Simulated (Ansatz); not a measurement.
```cif
data_structure
_symmetry_space_group_name_H-M 'P 1'
_symmetry_Int_Tables_number 1
_cell_length_a 10.3227
_cell_length_b 10.3227
_cell_length_c 10.3227
_cell_angle_alpha 109.471
_cell_angle_beta 109.471
_cell_angle_gamma 109.471
_cell_volume 846.74
loop_
_atom_site_label
_atom_site_type_symbol
_atom_site_fract_x
_atom_site_fract_y
_atom_site_fract_z
_atom_site_occupancy
P1 P 0.50000 0.50000 0.00000 1
In1 In 0.50000 0.74898 0.75199 1
In2 In 0.50000 0.00000 0.50000 1
In3 In 0.74898 0.25199 0.00000 1
In4 In 0.50000 0.25199 0.24898 1
In5 In 0.74898 0.50000 0.75199 1
In6 In 0.74801 0.74801 0.49699 1
In7 In 0.00000 0.00000 0.00000 1
In8 In 0.74801 0.99699 0.24801 1
In9 In 0.00301 0.25102 0.75102 1
In10 In 0.00000 0.50000 0.50000 1
In11 In 0.25199 0.74898 0.00000 1
In12 In 0.99699 0.74801 0.24801 1
In13 In 0.25102 0.00301 0.75102 1
In14 In 0.25102 0.25102 0.50301 1
In15 In 0.25199 0.50000 0.24898 1
P2 P 0.26016 0.50000 0.00000 1
P3 P 0.25032 0.75123 0.75032 1
P4 P 0.24877 0.99908 0.49908 1
P5 P 0.50000 0.26016 0.00000 1
P6 P 0.25032 0.25032 0.25123 1
P7 P 0.50000 0.50000 0.76016 1
P8 P 0.50000 0.74968 0.50092 1
P9 P 0.74968 0.00092 0.00000 1
P10 P 0.50000 0.00092 0.24968 1
P11 P 0.75123 0.25032 0.75032 1
P12 P 0.74968 0.50000 0.50092 1
P13 P 0.00092 0.74968 0.00000 1
P14 P 0.73984 0.73984 0.23984 1
P15 P 0.99908 0.99908 0.74877 1
P16 P 0.99908 0.24877 0.49908 1
P17 P 0.00092 0.50000 0.24968 1
```

Computed with DFT PBE, scalar-relativistic, plane waves, PAW in Ansatz 0.2.0.

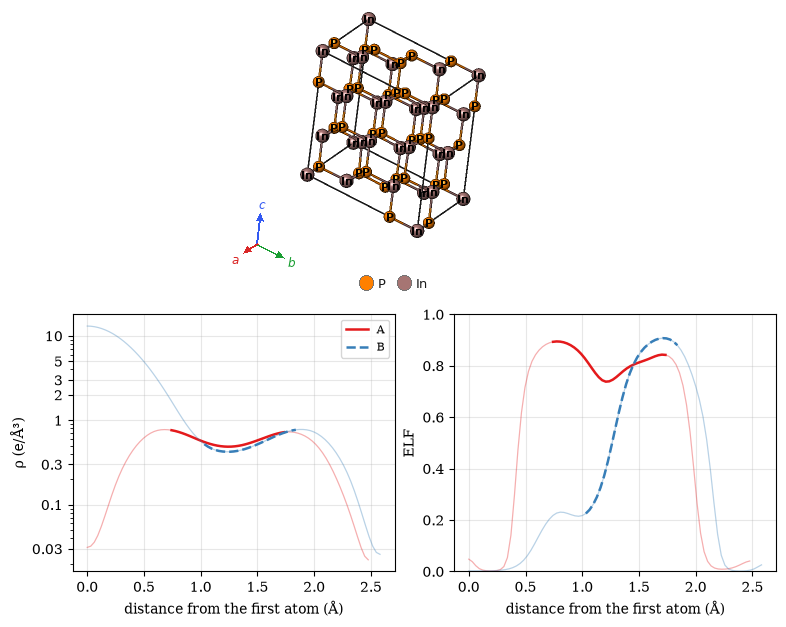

In15P17 (cell with a defect). Valence charge density (pseudo) and electron localisation function along straight lines between neighbouring atoms. Thin, pale parts lie inside the atomic spheres. The structure is drawn too.

Core electrons are frozen (PAW), and the valence fields are smoothed inside the atomic spheres.

> Which curve belongs to which contact (In–P and P–P)? The first atom named is at distance zero.

Curve A: P–P (2.48 Å): the density is about 0.49 e/Å³ at the midpoint; the ELF peaks at about 0.90 between the atoms. Curve B: In–P (2.58 Å): ρ is about 0.43 e/Å³ halfway; the ELF peaks at about 0.90 in the valence shell of P, 0.9 Å from its nucleus, and is about 0.55 at the midpoint.
